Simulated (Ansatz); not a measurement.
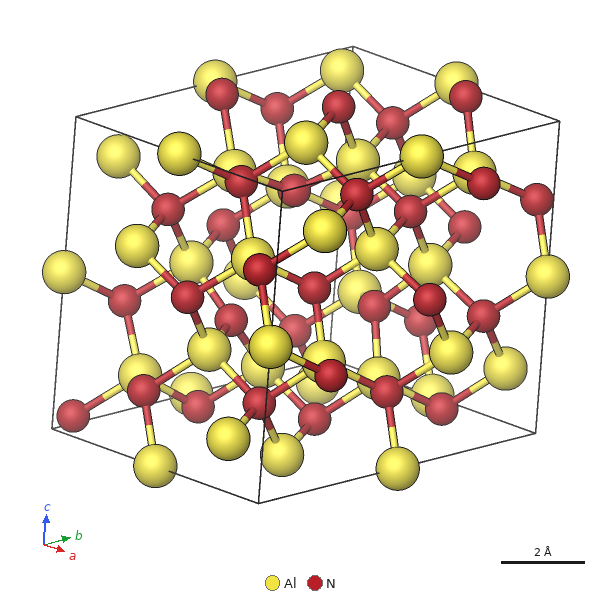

Structure drawing (ball-and-stick), viewed from a general direction. Lines trace the edges of the supercell. The host is AlN, in a cell of 48 sites, and the cell carries a charge of -3.

**What imperfection does the supercell contain?**

An aluminium vacancy. Around the empty site lie four N at about 2.1 to 2.2 Å.

Method used: DFT PBE, scalar-relativistic, plane waves, PAW in Ansatz. It ran with an energy cutoff of 420 eV, 2×2×2 k-mesh, Gaussian smearing of 0.01 eV, collinear spins.

**Does the defect leave unpaired spin?**

No net moment.

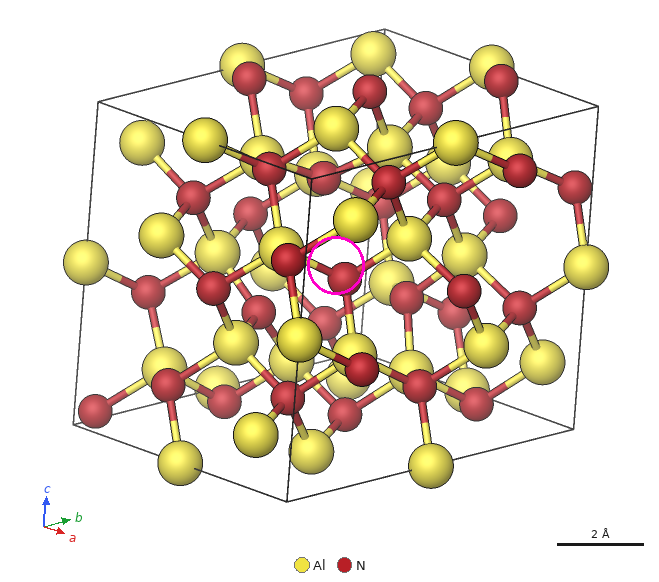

The same cell with a ring at the defect's site.

The atoms were relaxed in the host's cell with Ansatz, DFT PBE, scalar-relativistic, plane waves, PAW.
